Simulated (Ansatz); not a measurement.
## Bands, cutoff and cost in G0W0 for AlGaAs2 (zincblende [001] superlattice)

Wanted: a G0W0 gap for AlGaAs2 (zincblende [001] superlattice) that is converged in bands and cutoff, or an estimate of the limit.

Main program and level: Ansatz 0.2.0; G0W0 on PBEsol, plane waves, PAW.

### Step 1. The structure

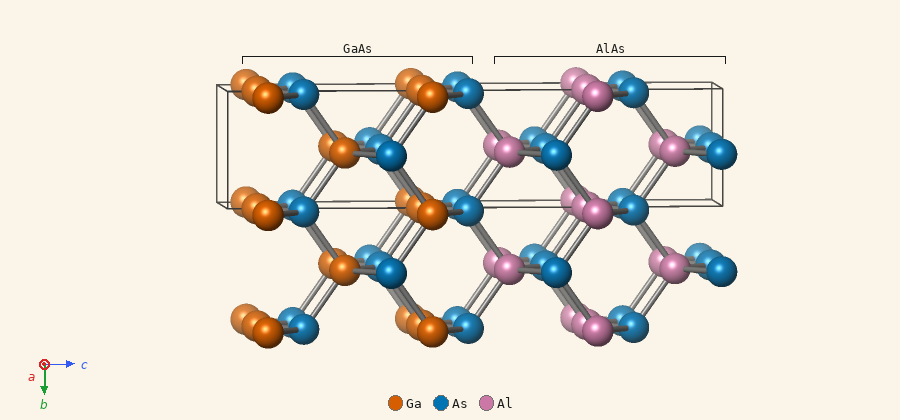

The starting structure, seen from the side, with the c axis across the page (gallium orange, arsenic blue, aluminium pink). 2×2×1 cells are drawn. Some periodic images of atoms are drawn too.

The cell holds 12 atoms: 3 Ga, 6 As and 3 Al. Cell: a = 4.012 Å, b = 4.012 Å, c = 16.964 Å, α = 90.0°, β = 90.0°, γ = 90.0°. It derives from GaAs. Regions: GaAs, 6 atoms (3 Ga and 3 As); AlAs, 6 atoms (3 Al and 3 As). The structure's axis is c.

The structure was relaxed with PBEsol. The runs that relaxed it are not among those shown. The default PAW set here is soft_1. Its files were made with PBE; for other functionals the partial waves and projectors stay those of PBE.

### Step 2. 206 empty bands, screening to 48 eV

Now the one-shot GW correction: screening in the RPA, then the self-energy of the levels asked for.

File input.yaml:

```yaml
crystal:
  lattice:
    - [4.0119392945, 0.0, 0.0]
    - [0.0, 4.0119825567, 0.0]
    - [0.0, 0.0, 16.9639990008]
  atoms:
    - { symbol: Ga, position: [0.0, 0.0, 0.041883131] }
    - { symbol: As, position: [0.5, 0.0, 0.1250030985] }
    - { symbol: Ga, position: [0.5, 0.5, 0.2080747316] }
    - { symbol: As, position: [0.0, 0.5, 0.2911462969] }
    - { symbol: Ga, position: [0.0, 0.0, 0.3742615825] }
    - { symbol: As, position: [0.5, 0.0, 0.4576570677] }
    - { symbol: Al, position: [0.5, 0.5, 0.5409535735] }
    - { symbol: As, position: [0.0, 0.5, 0.6244927567] }
    - { symbol: Al, position: [0.0, 0.0, 0.7080706728] }
    - { symbol: As, position: [0.5, 0.0, 0.7916495587] }
    - { symbol: Al, position: [0.5, 0.5, 0.8751865784] }
    - { symbol: As, position: [0.0, 0.5, 0.958483386] }
kpoints:
  mp_grid: { grid: [4, 4, 2] }
hamiltonian:
  xc: pbesol
  pseudopotentials: { kind: paw, azcp: { folder: "./paw" } }
scf:
  occupations: { method: fixed }
gw:
  n_empty_bands: 206
  ecut_chi: 48
  qp_bands: [v4, c4]
  qp_kpoints: band_edges
  screening: { model: contour_deformation }
```

Launch:

```
ansatz run input.yaml --threads 3 --pin off --max-ram 92160MiB --backend cuda --events-out ev --progress --plain --runs-dir out --devices 1 --max-vram 13GiB
```

Numbers of over 12 decimals in the logs are rounded to 6 here.

The log of the run:

```text
Warning: 4 symmetry operations that the atoms keep within the bar at which the run's group was sought (crystal.symmetry.tolerance 1.0e-5, or twice it) were not taken beside the 4 unitary ones that the detection took (of a slab, those that keep its plane). If the more symmetric cell is meant, write the vectors of crystal.lattice to more decimals, or, with the positions in fractional coordinates, give it by lengths and [...]
Warning: <dir> the record states the generating functional pbe (its physics header spells it `PBE`), which answers neither for hamiltonian.xc's functional nor for the pbesol family's — results may be inconsistent (PPs are generated against a specific XC)
Warning: <dir> the record states the generating functional pbe (its physics header spells it `PBE`), which answers neither for hamiltonian.xc's functional nor for the pbesol family's — results may be inconsistent (PPs are generated against a specific XC)
Warning: <dir> the record states the generating functional pbe (its physics header spells it `PBE`), which answers neither for hamiltonian.xc's functional nor for the pbesol family's — results may be inconsistent (PPs are generated against a specific XC)
GPUs: using 1 of 1 available (devices: 1).
Engine: ansatz 0.2.0, x86_64-unknown-linux-gnu
Pseudopotentials: kind: paw
Pseudopotential: Ga, paw, valence charge 13, recommended cutoff 420 eV (normal), <dir>
Pseudopotential: As, paw, valence charge 15, recommended cutoff 420 eV (normal), <dir>
Pseudopotential: Al, paw, valence charge 3, recommended cutoff 420 eV (normal), <dir>
Functional definition: PBEsol
  exchange = pbesol_x
  correlation = pbesol_c
device memory: the entry about to start is reckoned to put 4.6 GiB on a device that reports 35.2 GiB free (of which the cap on the GPU budget leaves the run 13.0 GiB)
GPU FFT provider: cuFFT
GPU libraries: cuBLAS 13.8.2, cuFFT 12.4.0, cuSOLVER 12.3.4
Crystal: 12 atoms, lattice volume = 273.050 Å³
Basis set: ecut = 420 eV, 5297 PW (Γ)
Bands: 83, of which v1, the nominal top of the filled ones, is band 69 counted from 1 (68 counted from 0)
Symmetry: 4 space group operations
Space group: Pmm2 (ITA 25), of the structure as read, at distance tolerance 6.5e-5 Å
k-points: 18 of 32
Non-local potential: Ga, projectors of the file, l = 0: 2, l = 1: 2, l = 2: 3, l = 3: 1
Non-local potential: As, projectors of the file, l = 0: 2, l = 1: 2, l = 2: 3, l = 3: 1
Non-local potential: Al, projectors of the file, l = 0: 2, l = 1: 2, l = 2: 1
PAW form: soft (Blöchl's): semilocal exchange-correlation on the pseudo side does not see the compensation charge
PAW frozen core: Ga, regenerated for the run's functional, and the local potential with it (the file was generated under x = pbe(κ = 0.804, μ = 0.219515), c = pbe(β = 0.066725))
PAW frozen core: As, regenerated for the run's functional, and the local potential with it (the file was generated under x = pbe(κ = 0.804, μ = 0.219515), c = pbe(β = 0.066725))
PAW frozen core: Al, regenerated for the run's functional, and the local potential with it (the file was generated under x = pbe(κ = 0.804, μ = 0.219515), c = pbe(β = 0.066725))
PAW one-centre angular grid: Ga, 590 points (default); XC on 64 Gauss nodes
PAW one-centre angular grid: As, 590 points (default); XC on 64 Gauss nodes
PAW one-centre angular grid: Al, 110 points (default); XC on 64 Gauss nodes
Initial density: superposition of atomic densities (chi_scale 0.1, normalization cell, long waves kept (reshape's long-wave potential 0.42 eV rms))
Initial wavefunctions: pseudopotential atomic-orbital guess
GPU buffer pool allocated for 87480 grid points (all kernels)
GPU transforms: local potential and band sums: pruned to the plane-wave sphere, on 27×27×120
Functional: x = pbesol(κ = 0.804, μ = 0.123457), c = pbesol(β = 0.046)
SCF iter   1: F=—  HF=-41686.691264 eV  |F-HF|=—  |Δ(HF+E_count)|=         —  Δρ=4.19e-2  dr2=4.40e0  ethr=3.10e-3  ⟨swp⟩=4.7  Hψ=4726  notcnv=0  defer=178
preconditioner: auto → Resta (q_TF=auto, 2.435 Å⁻¹)  ε∞=3.4  [insulator: Δε(μ)=1.127 eV  Ē_g=12.857 eV  n_scr=76 (ndim 8)  ℏωp=19.8 eV  f_vac=0.000  ε∞_Penn≈3.4]
SCF iter   2: F=—  HF=-41685.971758 eV  |F-HF|=—  |Δ(HF+E_count)|=   7.20e-1  Δρ=2.27e-2  dr2=1.17e0  ethr=3.10e-3  ⟨swp⟩=2.0  Hψ=1794  notcnv=0  defer=197
SCF iter   3: F=—  HF=-41685.741143 eV  |F-HF|=—  |Δ(HF+E_count)|=   2.31e-1  Δρ=6.96e-3  dr2=6.53e-1  ethr=8.51e-4  ⟨swp⟩=3.3  Hψ=2006  notcnv=0  defer=210
SCF iter   4: F=—  HF=-41685.651401 eV  |F-HF|=—  |Δ(HF+E_count)|=   8.97e-2  Δρ=1.92e-3  dr2=1.09e-2  ethr=4.73e-4  ⟨swp⟩=2.1  Hψ=2240  notcnv=0  defer=213
SCF iter   5: F=—  HF=-41685.656828 eV  |F-HF|=—  |Δ(HF+E_count)|=   5.43e-3  Δρ=5.44e-4  dr2=1.17e-3  ethr=7.92e-6  ⟨swp⟩=2.1  Hψ=2637  notcnv=0  defer=216
SCF iter   6: F=—  HF=-41685.656235 eV  |F-HF|=—  |Δ(HF+E_count)|=   5.93e-4  Δρ=1.93e-4  dr2=1.86e-4  ethr=8.51e-7  ⟨swp⟩=2.0  Hψ=2634  notcnv=0  defer=216
SCF iter   7: F=—  HF=-41685.656371 eV  |F-HF|=—  |Δ(HF+E_count)|=   1.36e-4  Δρ=1.20e-4  dr2=4.53e-5  ethr=1.35e-7  ⟨swp⟩=2.0  Hψ=2062  notcnv=0  defer=198
SCF iter   8: F=—  HF=-41685.656356 eV  |F-HF|=—  |Δ(HF+E_count)|=   1.43e-5  Δρ=3.66e-5  dr2=4.32e-6  ethr=3.28e-8  ⟨swp⟩=2.0  Hψ=2654  notcnv=0  defer=145
[...]
device memory: the entry about to start is reckoned to put 5.6 GiB (of the 5.7 GiB reckoned in all, the device holds 0.2 GiB already) on a device that reports 35.9 GiB free (of which the cap on the GPU budget leaves the run 12.9 GiB)
NSCF: frozen V_eff on 18 k-points
the band table was solved once the SCF had ended and its energy, with any forces and stress, was formed, with the checks that follow a solve (5790 applications of the Hamiltonian). They found nothing against the state; the energy, forces and stress were not computed again (output.eigenvalues in the input reference)
device memory: the entry about to start is reckoned to put 5.6 GiB on a device that reports 36.0 GiB free (of which the cap on the GPU budget leaves the run 13.0 GiB)
NSCF: frozen V_eff on 18 k-points
G₀W₀ screening: q 1/18
[... further progress lines ...]
SCF converged after 10 iterations
Free energy (F): -41685.656359 eV
Harris-Foulkes:  -41685.656359 eV  (|F-HF|=2.88e-8)
Internal energy: -41685.656359 eV  (E = F + TS)
E sigma→0 (E₀):  -41685.656359 eV
Fermi energy:    6.875948 eV
--- Per-component energies (eV) ---
  E_band       = -1815.419340
  E_kinetic    = 992.219016
  E_local      = -22226.186222  (includes V_loc(G=0)·N_el)
  E_nonlocal   = -2597.206806
  E_hartree    = 12313.895199
  E_xc         = -720.601302
  E_vxc        = -698.743954  (∫ρ·V_xc dr)
  E_paw        = -19054.505489  (= ΣΔE_a)
  E_vpaw       = -1913.290389  (= ΣTr[D̂ρ^β])
  E_aug_tail   = -0.000813  (compensation charges beyond the density's cutoff)
  E_ewald      = -10401.714878
  E_core_change = 8.444936  (= ΣΔE_core)
  E_smearing   = -0.000000  (= −TS)
  E_closure    = 0.000000  (closes the sum)
  Σ components = -41685.656359   (vs F -41685.656359, Δ=0.00e0)
--- Band table (eV; the first three rows and the last of 18) ---
  k-point 0: bands = [... 65 lower, 5.9534, 6.8591, 6.8759, 6.8759, 7.9373, 8.1204, 8.5002, 8.5925, ... 10 higher]
  k-point 1: bands = [... 65 lower, 6.4234, 6.4235, 6.7000, 6.7001, 8.0889, 8.4164, 8.7155, 8.8226, ... 10 higher]
  k-point 2: bands = [... 65 lower, 6.0501, 6.1734, 6.1877, 6.6523, 8.7245, 8.7856, 8.8464, 9.3128, ... 10 higher]
  k-point 17: bands = [... 65 lower, 4.2185, 4.2185, 4.2386, 4.2386, 8.5463, 8.5463, 8.8731, 8.8731, ... 10 higher]
--- G₀W₀: contour deformation, 6 samples at zero and on the imaginary axis and 1 off it, 32 q-points, 206 empty bands' worth ---
  eigenvalues of the whole cell's RPA ε∞ on this k-mesh (on a slab, of 1 + 4πα/V) = 13.9633, 18.0906, 18.0909; static W/v taken at q = 0 is 0.051499
  gw.qp_kpoints: band_edges: 12 of 18 stored k-points solved, in 1 pass; an edge of the gap read off the rows below is read off those points alone
    valence top: of the k-points left out ik 8 came nearest to being solved in a further pass, in band 69 (counted from 1, as in the quasiparticle table): it holds the edge there only if its correction is more favourable than any solved in that band by at least 1.037 eV; those differ by 0.215 eV
    conduction bottom: of the k-points left out ik 15 came nearest to being solved in a further pass, in band 70 (counted from 1, as in the quasiparticle table): it holds the edge there only if its correction is more favourable than any solved in that band by at least 0.828 eV; those differ by 0.605 eV
    ik  band        ε_KS         Σx   Σc(E_QP)       V_xc       Z   E_QP_lin       E_QP  E_QP is
     0    66      5.9534   -15.8077     1.9094   -13.8173  0.7591     5.8723     5.8725  root
     0    67      6.8591   -15.8996     1.2805   -14.6637  0.7737     6.9036     6.9037  root
     0    68      6.8759   -16.4447     1.6390   -14.8092  0.7704     6.8793     6.8793  root
     0    69      6.8759   -16.4447     1.6390   -14.8092  0.7704     6.8793     6.8793  root
     0    70      7.9373   -11.0548    -3.1081   -15.0568  0.7820     8.8537     8.8312  root
     0    71      8.1204    -5.8117    -3.5737    -9.6882  0.7818     8.4249     8.4232  root
     0    72      8.5002    -7.0988    -3.5629   -11.0720  0.7802     8.9137     8.9105  root
     0    73      8.5925    -7.1103    -3.5501   -11.0484  0.7818     8.9834     8.9805  root
     1    66      6.4235   -15.8266     1.7810   -14.0034  0.7656     6.3812     6.3812  root
     1    67      6.4235   -15.8266     1.7810   -14.0034  0.7656     6.3812     6.3812  root
     1    68      6.7000   -16.3743     1.6471   -14.7146  0.7684     6.6874     6.6874  root
     1    69      6.7000   -16.3743     1.6471   -14.7146  0.7684     6.6874     6.6874  root
     1    70      8.0889    -6.1281    -3.5239    -9.9979  0.7813     8.4370     8.4348  root
     1    71      8.4164    -6.6860    -3.5526   -10.5695  0.7836     8.7492     8.7473  root
     1    72      8.7155   -11.0482    -3.0412   -14.8748  0.7758     9.5158     9.5008  root
     1    73      8.8226    -7.4684    -3.5803   -11.5283  0.7758     9.3069     9.3023  root
     2    66      6.0501   -15.9953     1.9167   -14.0110  0.7609     5.9824     5.9825  root
     2    67      6.1734   -15.7160     1.5817   -14.1146  0.7666     6.1537     6.1537  root
     2    68      6.1877   -15.7494     1.5643   -14.1683  0.7669     6.1709     6.1709  root
     2    69      6.6523   -16.4353     1.7357   -14.6907  0.7678     6.6434     6.6434  root
     2    70      8.7245    -9.2046    -3.3845   -13.2743  0.7779     9.4202     9.4097  root
     2    71      8.7856    -9.1971    -3.3962   -13.2676  0.7778     9.4700     9.4599  root
     2    72      8.8464    -7.1177    -3.6257   -11.1955  0.7785     9.3027     9.2986  root
     2    73      9.3128    -7.2834    -3.7330   -11.4969  0.7740     9.7985     9.7933  root
[...]
17    66      4.2185   -15.1042     2.3300   -12.6135  0.7369     4.0571     4.0578  root
    17    67      4.2185   -15.1042     2.3300   -12.6135  0.7369     4.0571     4.0578  root
    17    68      4.2386   -15.0024     2.3578   -12.4328  0.7370     4.0257     4.0269  root
    17    69      4.2386   -15.0024     2.3578   -12.4328  0.7370     4.0257     4.0269  root
    17    70      8.5463    -6.0346    -3.5182    -9.8751  0.7807     8.8706     8.8686  root
    17    71      8.5463    -6.0346    -3.5182    -9.8751  0.7807     8.8706     8.8686  root
    17    72      8.8731    -6.8300    -3.5249   -10.6813  0.7835     9.2014     9.1994  root
    17    73      8.8731    -6.8300    -3.5249   -10.6813  0.7835     9.2014     9.1994  root
```

It took 38 s on 1 × NVIDIA H100 80GB HBM3 (shared by 6 runs) with 3 threads of AMD EPYC 7R13 (Zen 3), shared host; peak memory 1.7 GiB.

The column dr2 measures how far the density is from self-consistency, as an energy; F and HF (Harris–Foulkes) agree once it is small.

Numbers from this step:

```yaml
bands_summed: 275
rpa_eps_infinity_on_this_mesh_eigenvalues: 13.96, 18.09, 18.09
plane_waves_in_the_screening_matrix: 207
q_points_in_the_mesh: 32
g0w0_gap_on_the_mesh: 1.520 eV
k_of_the_valence_top: 0, 0, 0
k_of_the_conduction_bottom: 0, 0, 0
starting_gap_on_the_mesh: 1.061 eV
z_at_the_valence_top: 0.7737
z_at_the_conduction_bottom: 0.7818
least_direct_g0w0_gap_on_the_computed_points: 1.520 eV
```

The gap on the mesh goes from 1.06 eV to 1.52 eV, a correction of +0.46 eV, though a band edge has moved to another state.

### Step 3. 815 empty bands, screening to 120 eV

Bands and screening cutoff are moved together, since each hides the error of the other.

input.yaml, as its differences from that of step 2:

```diff
@@ -26,4 +26,4 @@
 gw:
-  n_empty_bands: 206
-  ecut_chi: 48
+  n_empty_bands: 815
+  ecut_chi: 120.0
   qp_bands: [v4, c4]
```

The log of the run:

```text
[...]
GPUs: using 1 of 1 available (devices: 1).
[...]
GPU FFT provider: cuFFT
GPU libraries: cuBLAS 13.8.2, cuFFT 12.4.0, cuSOLVER 12.3.4
Crystal: 12 atoms, lattice volume = 273.050 Å³
Basis set: ecut = 420 eV, 5297 PW (Γ)
Bands: 83, of which v1, the nominal top of the filled ones, is band 69 counted from 1 (68 counted from 0)
Symmetry: 4 space group operations
[...]
k-points: 18 of 32
[...]
GPU buffer pool allocated for 87480 grid points (all kernels)
[...]
SCF iter   1: F=—  HF=-41686.691264 eV  |F-HF|=—  |Δ(HF+E_count)|=         —  Δρ=4.19e-2  dr2=4.40e0  ethr=3.10e-3  ⟨swp⟩=4.7  Hψ=4726  notcnv=0  defer=178
[...]
SCF iter  10: F=-41685.656359 eV  HF=-41685.656359 eV  |F-HF|=2.88e-8  |Δ(HF+E_count)|=   1.45e-7  Δρ=2.78e-6  dr2=2.42e-8  ethr=7.25e-11  ⟨swp⟩=11.2  Hψ=6614  notcnv=0
SCF 1 converged in 10 iterations: F = -41685.656359 eV  dr2 = 2.42e-8
[...]
NSCF: frozen V_eff on 18 k-points
[...]
G₀W₀ screening: q 1/18
[... further progress lines ...]
SCF converged after 10 iterations
Free energy (F): -41685.656359 eV
[...]
Internal energy: -41685.656359 eV  (E = F + TS)
E sigma→0 (E₀):  -41685.656359 eV
Fermi energy:    6.875948 eV
[...]
--- Band table (eV; the first three rows and the last of 18) ---
  k-point 0: bands = [... 65 lower, 5.9534, 6.8591, 6.8759, 6.8759, 7.9373, 8.1204, 8.5002, 8.5925, ... 10 higher]
  k-point 1: bands = [... 65 lower, 6.4234, 6.4235, 6.7000, 6.7001, 8.0889, 8.4164, 8.7155, 8.8226, ... 10 higher]
  k-point 2: bands = [... 65 lower, 6.0501, 6.1734, 6.1877, 6.6523, 8.7245, 8.7856, 8.8464, 9.3128, ... 10 higher]
  k-point 17: bands = [... 65 lower, 4.2185, 4.2185, 4.2386, 4.2386, 8.5463, 8.5463, 8.8731, 8.8731, ... 10 higher]
[...]
0    66      5.9534   -15.8077     1.4679   -13.8173  0.7554     5.4249     5.4309  root
     0    67      6.8591   -15.8996     0.7810   -14.6637  0.7687     6.4008     6.4041  root
     0    68      6.8759   -16.4447     1.1446   -14.8092  0.7655     6.3805     6.3849  root
     0    69      6.8759   -16.4447     1.1446   -14.8092  0.7655     6.3805     6.3849  root
     0    70      7.9373   -11.0548    -3.5912   -15.0568  0.7795     8.3506     8.3481  root
     0    71      8.1204    -5.8117    -3.7780    -9.6882  0.7811     8.2191     8.2189  root
     0    72      8.5002    -7.0988    -3.8338   -11.0720  0.7792     8.6399     8.6396  root
     0    73      8.5925    -7.1103    -3.8167   -11.0484  0.7809     8.7142     8.7139  root
[...]
17    70      8.5463    -6.0346    -3.7488    -9.8751  0.7798     8.6381     8.6379  root
    17    71      8.5463    -6.0346    -3.7488    -9.8751  0.7798     8.6381     8.6379  root
    17    72      8.8731    -6.8300    -3.7732   -10.6813  0.7827     8.9512     8.9511  root
    17    73      8.8731    -6.8300    -3.7732   -10.6813  0.7827     8.9512     8.9511  root
```

Wall time 2.6 min (1 × NVIDIA H100 80GB HBM3 (shared by 6 runs) with 3 threads); peak memory 4.5 GiB.

This step gave:

| Quantity | Value |
| --- | --- |
| bands summed | 884 |
| RPA ε∞ on this mesh (eigenvalues) | 13.67, 17.67, 17.67 |
| plane waves in the screening matrix | 803 |
| q-points in the mesh | 32 |
| G0W0 gap on the mesh | 1.801 eV |
| k of the valence top | 0, 0, 0 |
| k of the conduction bottom | 0, 0, -0.5 |
| starting gap on the mesh | 1.061 eV |
| Z at the valence top | 0.7687 |
| Z at the conduction bottom | 0.7805 |
| least direct G0W0 gap on the computed points | 1.815 eV |

Against the run with 4×4×2 mesh, 206 empty bands, screening to 48 eV, the gap moves by +0.28 eV.

### Step 4. The runs together

Times are wall times on 1 × NVIDIA H100 80GB HBM3 (shared by 6 runs) with 3 threads of AMD EPYC 7R13 (Zen 3), shared host, good to a factor of about two.

```
 mesh        files            frequency  bands summed  cutoff (eV)  start (eV)  G0W0 (eV)     time  host memory (GiB)
4×4×2  default PAW  contour deformation           275           48       1.061      1.520     38 s                1.7
4×4×2  default PAW  contour deformation           884          120       1.061      1.801  2.6 min                4.5
```

The parts of the quasiparticle energy at the two band edges (eV; QP = start + Σx + Σc − Vxc):

```
      run               edge  start      Σx     Σc     Vxc     Z    QP
275 bands        valence top   6.86  -15.90   1.28  -14.66  0.77  6.90
275 bands  conduction bottom   8.12   -5.81  -3.57   -9.69  0.78  8.42
884 bands        valence top   6.86  -15.90   0.78  -14.66  0.77  6.40
884 bands  conduction bottom   8.09   -6.13  -3.75  -10.00  0.78  8.21
```

 Where G0W0 reorders the edges (275 bands and 884 bands), the two states listed lie further apart at the start than the starting gap.

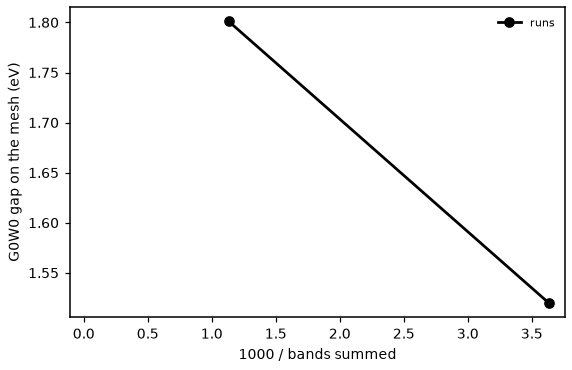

The gap against one over the number of bands.

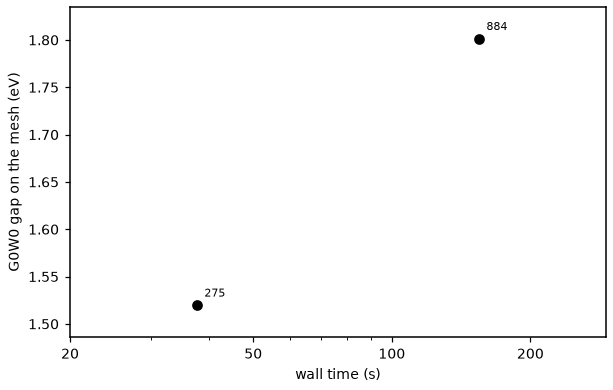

Result against wall time.

### Step 5. Results

- 275 bands, 48 eV: 1.520 eV
- 884 bands, 120 eV: 1.801 eV
- mesh and start: 4×4×2, PBEsol

From 275 to 884 bands the gap moves by +0.28 eV while the time grows 4.1-fold. The states at the edges change along the series or lie close to crossing, so no limit is drawn from it. The 4×4×2 mesh is coarse for this cell (its supercell is 16 Å along the shortest edge). The RPA ε∞ on it, from the PBEsol start, is 13.67 and 17.67; such meshes misread the long-range screening, most where the gap is narrow. The many-body steps are scalar-relativistic: spin-orbit coupling is not in them.

[Paths, hosts, dates, memory and timing lines, banners, echoed tables and standing remarks are left out of the program output.]

[Logs are printed without paths, hosts, clocks, repeated set-up lines and the standing remarks that a program may print on its own settings, such as how far it seeks lower states.]

[Runs of the session that timed out or met a known fault of the program may be left out.]

[Cells called generated may have been cut or substituted from an entry of the Crystallography Open Database or the Materials Project.]

[Hosts, paths, dates, database ids (printed as entryN), source tags and the programs' standing remarks are cut or masked in the printed files.]
